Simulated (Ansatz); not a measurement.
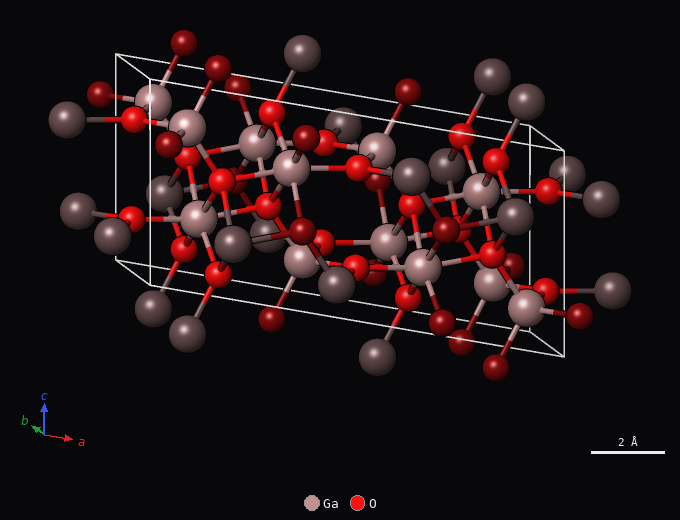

**Figure 1.** The starting structure (ball-and-stick view of the cell 2 times as large as that of the calculation, set on its symmetry axes, seen slightly off an axis; neighbours outside the cell are drawn fainter). Near neighbours in the crystal (not all of them lie inside the picture): Ga has 6 O at 1.94 to 2.08 Å; Ga has 4 O at 1.84 to 1.87 Å; O has 3 Ga at 1.84 to 1.95 Å; O has 4 Ga at 1.87 to 2.08 Å.

## Run report: Ga₂O₃, geometry relaxation (part 1 of 3)

System: Ga₂O₃ (10 atoms in the cell).
Method: DFT PBE, scalar-relativistic, plane waves, PAW, no spin polarisation (Ansatz 0.2.0).

The structure derives from a Materials Project entry.

**The program's output**
```
basis.fft_grid_basis auto: the FFT boxes are laid along the combinations [[1, -1, 0], [0, 1, 0], [0, 0, 1]] of the cell's own vectors, 3.048, 6.326 and 5.817 Å long. The dense box has 24×45×40 points. Along the cell's own vectors, as sized, it would have 45×45×40, 1.88 times as many. Of the 4 symmetry operations that the crystal satisfies within crystal.symmetry.tolerance (time reversal apart; of a slab, those that keep its plane) the dense box along the cell's own vectors carries 4, and the one as laid loses 2 of those. basis.fft_grid_basis: typed keeps the cell's own vectors: state it where this run's energies or levels are differenced outside the engine with another run's, or held beside a run that keeps those vectors. Those combinations have planes normal to reciprocal vector 3, as the cell's own vectors have. Each planar average written beside output.write_density, output.write_potential has a row for each plane of the box: 40. The volumetric files lie along those combinations, not along the cell's own vectors: a cube or XSF file states them, and fields.json those of NumPy files.
Engine: ansatz 0.2.0, x86_64-unknown-linux-gnu
Pseudopotentials: kind: paw
Pseudopotential: Ga, paw, valence charge 13, recommended cutoff 420 eV (normal), Ga.paw.azcp
Pseudopotential: O, paw, valence charge 6, recommended cutoff 420 eV (normal), O.paw.azcp
Functional definition: PBE
  parameter kappa = 0.804
  parameter beta = 0.06672455060314922
  exchange = pbe_x(kappa = kappa, mu = beta*pi^2/3)
  correlation = pbe_c(beta = beta)
Crystal: 10 atoms, lattice volume = 105.734 Å³
Basis set: ecut = 420 eV, 2047 PW (Γ), FFT grids on a1−a2, a2, a3, exchange–correlation on 48×90×80 points (8 copies of the dense FFT grid, shifted against one another)
Bands: 54, of which v1, the nominal top of the filled ones, is band 44 counted from 1 (43 counted from 0)
Symmetry: 4 space group operations
Space group: C2/m (ITA 12), of the structure as read, at distance tolerance 4.7e-5 Å
k-points: 172 of 600
Non-local potential: Ga, projectors of the file, l = 0: 2, l = 1: 2, l = 2: 3, l = 3: 1
Non-local potential: O, projectors of the file, l = 0: 2, l = 1: 2, l = 2: 1
PAW form: soft (Blöchl's): semilocal exchange-correlation on the pseudo side does not see the compensation charge
PAW one-centre angular grid: Ga, 590 points (default); XC on 64 Gauss nodes
PAW one-centre angular grid: O, 110 points (default); XC on 64 Gauss nodes
Initial density: superposition of atomic densities (neutral atoms: chi_scale 0, normalization atom), corrected by the library's trained network
Initial wavefunctions: pseudopotential atomic-orbital guess
Functional: x = pbe(κ = 0.804, μ = 0.2195149727645171), c = pbe(β = 0.06672455060314922)
SCF iter   1: F=—  HF=-18540.039213 eV  |F-HF|=—  |Δ(HF+E_count)|=         —  Δρ=1.11e-3  dr2=4.15e-4  ethr=1.77e-3  ⟨swp⟩=6.1  Hψ=34070  notcnv=0  defer=19
preconditioner: auto → Resta (q_TF=auto, 2.646 Å⁻¹)  ε∞=4.7  [insulator: Δε(μ)=2.301 eV  Ē_g=17.726 eV  σ=0.020 eV  W_gap=1.00  n_scr=34 (ndim 8)  ℏωp=33.9 eV  f_vac=0.015  D(μ)=0.00/eV (n_scr^D=0)  ε∞_Penn≈4.7]
SCF iter   2: F=—  HF=-18540.040246 eV  |F-HF|=—  |Δ(HF+E_count)|=   1.03e-3  Δρ=5.88e-4  dr2=1.33e-4  ethr=4.72e-7  ⟨swp⟩=2.8  Hψ=19394  notcnv=0  defer=463
SCF iter   3: F=—  HF=-18540.040690 eV  |F-HF|=—  |Δ(HF+E_count)|=   4.43e-4  Δρ=2.21e-4  dr2=3.68e-5  ethr=1.51e-7  ⟨swp⟩=2.0  Hψ=16175  notcnv=0  defer=463
SCF iter   4: F=—  HF=-18540.040795 eV  |F-HF|=—  |Δ(HF+E_count)|=   1.05e-4  Δρ=6.23e-5  dr2=3.62e-6  ethr=4.18e-8  ⟨swp⟩=2.0  Hψ=15173  notcnv=0  defer=463
SCF iter   5: F=—  HF=-18540.040798 eV  |F-HF|=—  |Δ(HF+E_count)|=   2.77e-6  Δρ=2.85e-5  dr2=8.35e-7  ethr=4.11e-9  ⟨swp⟩=2.0  Hψ=14982  notcnv=0  defer=463
SCF iter   6: F=—  HF=-18540.040798 eV  |F-HF|=—  |Δ(HF+E_count)|=   3.65e-7  Δρ=1.46e-5  dr2=1.75e-7  ethr=9.49e-10  ⟨swp⟩=2.0  Hψ=15993  notcnv=0  defer=463
SCF iter   7: F=-18540.040798 eV  HF=-18540.040798 eV  |F-HF|=7.89e-9  |Δ(HF+E_count)|=   4.58e-8  Δρ=3.91e-6  dr2=1.03e-8  ethr=1.14e-10  ⟨swp⟩=13.0  Hψ=61794  notcnv=0
SCF 1 converged in 7 iterations: F = -18540.040798 eV  dr2 = 1.03e-8
  greatest PAW one-centre occupation: 0.998 electrons in one spin orbital (limit 2), on the Ga atom at site 1 (counted from 0), in its partial waves of l = 2
relax step   1: F+E_penalty+E_count = -18540.04079803 eV  Δ(F+E_penalty+E_count) = +0.000e0 eV  max|allowed force component| = 1.520e-1 eV/Å  Δτ_max = 0.0000 Å  P = +6.744 GPa  Ω = 105.734 Å³  (7 SCF iters, dr2 threshold 1.00e-7 eV, accepted)
Crystal: 10 atoms, lattice volume = 107.975 Å³
Basis set: ecut = 420 eV, 2089 PW (Γ), FFT grids on a1−a2, a2, a3, exchange–correlation on 48×90×80 points (8 copies of the dense FFT grid, shifted against one another)
Initial density: handed on by an earlier stage of this run
Initial wavefunctions: those handed on with the density
iter 1 solved again at ethr=1.29e-5 eV; its pass at ethr=3.10e-3 eV (dr2=1.13e-2 eV) is discarded
SCF iter   1: F=—  HF=-18540.094891 eV  |F-HF|=—  |Δ(HF+E_count)|=         —  Δρ=3.93e-3  dr2=1.12e-2  ethr=1.29e-5  ⟨swp⟩=2.9  Hψ=43915  notcnv=0
preconditioner: auto → Resta (q_TF=auto, 2.637 Å⁻¹)  ε∞=4.7  [insulator: Δε(μ)=2.121 eV  Ē_g=17.530 eV  σ=0.020 eV  W_gap=1.00  n_scr=34 (ndim 8)  ℏωp=33.5 eV  f_vac=0.020  D(μ)=0.00/eV (n_scr^D=0)  ε∞_Penn≈4.7]
SCF iter   2: F=—  HF=-18540.091977 eV  |F-HF|=—  |Δ(HF+E_count)|=   2.91e-3  Δρ=1.37e-3  dr2=1.14e-3  ethr=1.27e-5  ⟨swp⟩=2.6  Hψ=18338  notcnv=0
SCF iter   3: F=—  HF=-18540.091947 eV  |F-HF|=—  |Δ(HF+E_count)|=   2.98e-5  Δρ=6.28e-4  dr2=3.31e-4  ethr=1.30e-6  ⟨swp⟩=1.0  Hψ=9288  notcnv=0
SCF iter   4: F=—  HF=-18540.092123 eV  |F-HF|=—  |Δ(HF+E_count)|=   1.75e-4  Δρ=1.68e-4  dr2=2.36e-5  ethr=3.76e-7  ⟨swp⟩=2.4  Hψ=17092  notcnv=0
SCF iter   5: F=—  HF=-18540.092132 eV  |F-HF|=—  |Δ(HF+E_count)|=   9.14e-6  Δρ=1.02e-4  dr2=8.77e-6  ethr=2.68e-8  ⟨swp⟩=2.0  Hψ=16740  notcnv=0
SCF iter   6: F=-18540.092132 eV  HF=-18540.092131 eV  |F-HF|=2.15e-7  |Δ(HF+E_count)|=   4.41e-7  Δρ=1.74e-5  dr2=2.65e-7  ethr=1.14e-9  ⟨swp⟩=8.3  Hψ=71260  notcnv=0
SCF 2 converged in 6 iterations: F = -18540.092132 eV  dr2 = 2.65e-7
relax step   2: F+E_penalty+E_count = -18540.09213156 eV  Δ(F+E_penalty+E_count) = -5.133e-2 eV  max|allowed force component| = 8.979e-2 eV/Å  Δτ_max = 0.0124 Å  P = +2.634 GPa  Ω = 107.975 Å³  energy of the carried Pulay correction = -1.064e-2 eV  (6 SCF iters, dr2 threshold 1.00e-6 eV, accepted)
Crystal: 10 atoms, lattice volume = 109.375 Å³
Basis set: ecut = 420 eV, 2133 PW (Γ), FFT grids on a1−a2, a2, a3, exchange–correlation on 48×90×80 points (8 copies of the dense FFT grid, shifted against one another)
iter 1 solved again at ethr=5.29e-6 eV; its pass at ethr=3.10e-3 eV (dr2=4.65e-3 eV) is discarded
SCF iter   1: F=—  HF=-18540.099038 eV  |F-HF|=—  |Δ(HF+E_count)|=         —  Δρ=2.39e-3  dr2=4.47e-3  ethr=5.29e-6  ⟨swp⟩=2.6  Hψ=44554  notcnv=0
preconditioner: auto → Resta (q_TF=auto, 2.631 Å⁻¹)  ε∞=4.7  [insulator: Δε(μ)=2.018 eV  Ē_g=17.434 eV  σ=0.020 eV  W_gap=1.00  n_scr=34 (ndim 8)  ℏωp=33.3 eV  f_vac=0.021  D(μ)=0.00/eV (n_scr^D=0)  ε∞_Penn≈4.7]
SCF iter   2: F=—  HF=-18540.097814 eV  |F-HF|=—  |Δ(HF+E_count)|=   1.22e-3  Δρ=7.33e-4  dr2=3.85e-4  ethr=5.08e-6  ⟨swp⟩=2.7  Hψ=18465  notcnv=0
SCF iter   3: F=—  HF=-18540.097938 eV  |F-HF|=—  |Δ(HF+E_count)|=   1.24e-4  Δρ=3.59e-4  dr2=1.24e-4  ethr=4.37e-7  ⟨swp⟩=1.0  Hψ=9288  notcnv=0
SCF iter   4: F=—  HF=-18540.097960 eV  |F-HF|=—  |Δ(HF+E_count)|=   2.15e-5  Δρ=8.22e-5  dr2=5.44e-6  ethr=1.40e-7  ⟨swp⟩=2.2  Hψ=16271  notcnv=0
SCF iter   5: F=—  HF=-18540.097964 eV  |F-HF|=—  |Δ(HF+E_count)|=   4.78e-6  Δρ=5.28e-5  dr2=2.35e-6  ethr=1.14e-9  ⟨swp⟩=11.3  Hψ=86961  notcnv=0
SCF iter   6: F=-18540.097963 eV  HF=-18540.097963 eV  |F-HF|=9.53e-8  |Δ(HF+E_count)|=   9.78e-7  Δρ=1.10e-5  dr2=9.38e-8  ethr=1.14e-9  ⟨swp⟩=6.9  Hψ=66054  notcnv=0
SCF 3 converged in 6 iterations: F = -18540.097963 eV  dr2 = 9.38e-8
relax step   3: F+E_penalty+E_count = -18540.09796341 eV  Δ(F+E_penalty+E_count) = -5.832e-3 eV  max|allowed force component| = 2.333e-2 eV/Å  Δτ_max = 0.0038 Å  P = +0.135 GPa  Ω = 109.375 Å³  energy of the carried Pulay correction = -1.717e-2 eV  (6 SCF iters, dr2 threshold 1.00e-6 eV, accepted)
Crystal: 10 atoms, lattice volume = 109.450 Å³
Basis set: ecut = 420 eV, 2137 PW (Γ), FFT grids on a1−a2, a2, a3, exchange–correlation on 48×90×80 points (8 copies of the dense FFT grid, shifted against one another)
iter 1 solved again at ethr=2.09e-7 eV; its pass at ethr=3.10e-3 eV (dr2=1.84e-4 eV) is discarded
SCF iter   1: F=—  HF=-18540.097746 eV  |F-HF|=—  |Δ(HF+E_count)|=         —  Δρ=7.43e-4  dr2=1.84e-4  ethr=2.09e-7  ⟨swp⟩=2.2  Hψ=35511  notcnv=0
preconditioner: auto → Resta (q_TF=auto, 2.631 Å⁻¹)  ε∞=4.6  [insulator: Δε(μ)=2.024 eV  Ē_g=17.444 eV  σ=0.020 eV  W_gap=1.00  n_scr=34 (ndim 8)  ℏωp=33.3 eV  f_vac=0.019  D(μ)=0.00/eV (n_scr^D=0)  ε∞_Penn≈4.6]
SCF iter   2: F=—  HF=-18540.097835 eV  |F-HF|=—  |Δ(HF+E_count)|=   8.88e-5  Δρ=3.60e-4  dr2=4.26e-5  ethr=2.09e-7  ⟨swp⟩=2.3  Hψ=15927  notcnv=0
SCF iter   3: F=—  HF=-18540.097833 eV  |F-HF|=—  |Δ(HF+E_count)|=   2.08e-6  Δρ=7.15e-5  dr2=4.45e-6  ethr=4.84e-8  ⟨swp⟩=2.4  Hψ=16308  notcnv=0
SCF iter   4: F=—  HF=-18540.097833 eV  |F-HF|=—  |Δ(HF+E_count)|=   5.97e-8  Δρ=2.54e-5  dr2=7.15e-7  ethr=5.06e-9  ⟨swp⟩=2.0  Hψ=15891  notcnv=0
SCF iter   5: F=—  HF=-18540.097833 eV  |F-HF|=—  |Δ(HF+E_count)|=   1.78e-7  Δρ=1.88e-5  dr2=2.95e-7  ethr=2.23e-10  ⟨swp⟩=10.4  Hψ=66653  notcnv=0
SCF iter   6: F=-18540.097833 eV  HF=-18540.097833 eV  |F-HF|=9.83e-9  |Δ(HF+E_count)|=   6.34e-8  Δρ=2.86e-6  dr2=9.44e-9  ethr=2.23e-10  ⟨swp⟩=8.1  Hψ=57494  notcnv=0
SCF 4 converged in 6 iterations: F = -18540.097833 eV  dr2 = 9.44e-9
relax step   4: F+E_penalty+E_count = -18540.09783339 eV  Δ(F+E_penalty+E_count) = +1.300e-4 eV  max|allowed force component| = 1.601e-2 eV/Å  Δτ_max = 0.0032 Å  P = -0.019 GPa  Ω = 109.450 Å³  energy of the carried Pulay correction = -1.752e-2 eV  (6 SCF iters, dr2 threshold 1.96e-7 eV, accepted)
Crystal: 10 atoms, lattice volume = 109.440 Å³
iter 1 solved again at ethr=2.63e-7 eV; its pass at ethr=3.10e-3 eV (dr2=2.32e-4 eV) is discarded
SCF iter   1: F=—  HF=-18540.097883 eV  |F-HF|=—  |Δ(HF+E_count)|=         —  Δρ=8.13e-4  dr2=2.29e-4  ethr=2.63e-7  ⟨swp⟩=3.1  Hψ=35976  notcnv=0
preconditioner: auto → Resta (q_TF=auto, 2.631 Å⁻¹)  ε∞=4.6  [insulator: Δε(μ)=2.026 eV  Ē_g=17.446 eV  σ=0.020 eV  W_gap=1.00  n_scr=34 (ndim 8)  ℏωp=33.3 eV  f_vac=0.019  D(μ)=0.00/eV (n_scr^D=0)  ε∞_Penn≈4.6]
SCF iter   2: F=—  HF=-18540.097821 eV  |F-HF|=—  |Δ(HF+E_count)|=   6.16e-5  Δρ=3.87e-4  dr2=4.95e-5  ethr=2.61e-7  ⟨swp⟩=2.9  Hψ=13190  notcnv=0
SCF iter   3: F=—  HF=-18540.097945 eV  |F-HF|=—  |Δ(HF+E_count)|=   1.24e-4  Δρ=6.38e-5  dr2=3.15e-6  ethr=5.62e-8  ⟨swp⟩=2.6  Hψ=17280  notcnv=0
SCF iter   4: F=—  HF=-18540.097942 eV  |F-HF|=—  |Δ(HF+E_count)|=   2.64e-6  Δρ=2.15e-5  dr2=4.92e-7  ethr=3.58e-9  ⟨swp⟩=2.0  Hψ=16611  notcnv=0
SCF iter   5: F=—  HF=-18540.097942 eV  |F-HF|=—  |Δ(HF+E_count)|=   2.28e-7  Δρ=7.68e-6  dr2=6.36e-8  ethr=5.59e-10  ⟨swp⟩=2.0  Hψ=12327  notcnv=0
SCF iter   6: F=-18540.097942 eV  HF=-18540.097942 eV  |F-HF|=8.42e-9  |Δ(HF+E_count)|=   3.45e-8  Δρ=3.07e-6  dr2=8.44e-9  ethr=1.82e-11  ⟨swp⟩=7.5  Hψ=55828  notcnv=0
SCF 5 converged in 6 iterations: F = -18540.097942 eV  dr2 = 8.44e-9
relax step   5: F+E_penalty+E_count = -18540.09794212 eV  Δ(F+E_penalty+E_count) = -1.087e-4 eV  max|allowed force component| = 9.072e-3 eV/Å  Δτ_max = 0.0029 Å  P = +0.000 GPa  Ω = 109.440 Å³  energy of the carried Pulay correction = -1.748e-2 eV  (6 SCF iters, dr2 threshold 1.60e-8 eV, accepted)
iter 1 solved again at ethr=1.93e-8 eV; its pass at ethr=3.10e-3 eV (dr2=1.70e-5 eV) is discarded
SCF iter   1: F=—  HF=-18540.097827 eV  |F-HF|=—  |Δ(HF+E_count)|=         —  Δρ=2.06e-4  dr2=1.71e-5  ethr=1.93e-8  ⟨swp⟩=2.4  Hψ=30690  notcnv=0
preconditioner: auto → Resta (q_TF=auto, 2.631 Å⁻¹)  ε∞=4.6  [insulator: Δε(μ)=2.025 eV  Ē_g=17.446 eV  σ=0.020 eV  W_gap=1.00  n_scr=34 (ndim 8)  ℏωp=33.3 eV  f_vac=0.019  D(μ)=0.00/eV (n_scr^D=0)  ε∞_Penn≈4.6]
SCF iter   2: F=—  HF=-18540.097952 eV  |F-HF|=—  |Δ(HF+E_count)|=   1.25e-4  Δρ=9.65e-5  dr2=3.51e-6  ethr=1.93e-8  ⟨swp⟩=2.8  Hψ=15515  notcnv=0
SCF iter   3: F=—  HF=-18540.097951 eV  |F-HF|=—  |Δ(HF+E_count)|=   8.68e-7  Δρ=2.45e-5  dr2=4.45e-7  ethr=3.99e-9  ⟨swp⟩=2.0  Hψ=14738  notcnv=0
SCF iter   4: F=—  HF=-18540.097951 eV  |F-HF|=—  |Δ(HF+E_count)|=   1.68e-8  Δρ=4.76e-6  dr2=3.53e-8  ethr=5.06e-10  ⟨swp⟩=2.5  Hψ=14830  notcnv=0
SCF iter   5: F=-18540.097951 eV  HF=-18540.097951 eV  |F-HF|=1.51e-9  |Δ(HF+E_count)|=   3.01e-8  Δρ=1.60e-6  dr2=3.13e-9  ethr=5.84e-12  ⟨swp⟩=7.2  Hψ=52188  notcnv=0
SCF 6 converged in 5 iterations: F = -18540.097951 eV  dr2 = 3.13e-9
relax step   6: F+E_penalty+E_count = -18540.09795122 eV  Δ(F+E_penalty+E_count) = -9.104e-6 eV  max|allowed force component| = 1.630e-3 eV/Å  Δτ_max = 0.0009 Å  P = +0.001 GPa  Ω = 109.440 Å³  energy of the carried Pulay correction = -1.747e-2 eV  (5 SCF iters, dr2 threshold 5.14e-9 eV, accepted)
Initial wavefunctions: pseudopotential atomic-orbital guess (no wavefunctions were taken with the density)
iter 1 solved again at ethr=1.18e-7 eV; its pass at ethr=3.10e-3 eV (dr2=1.04e-4 eV) is discarded
```
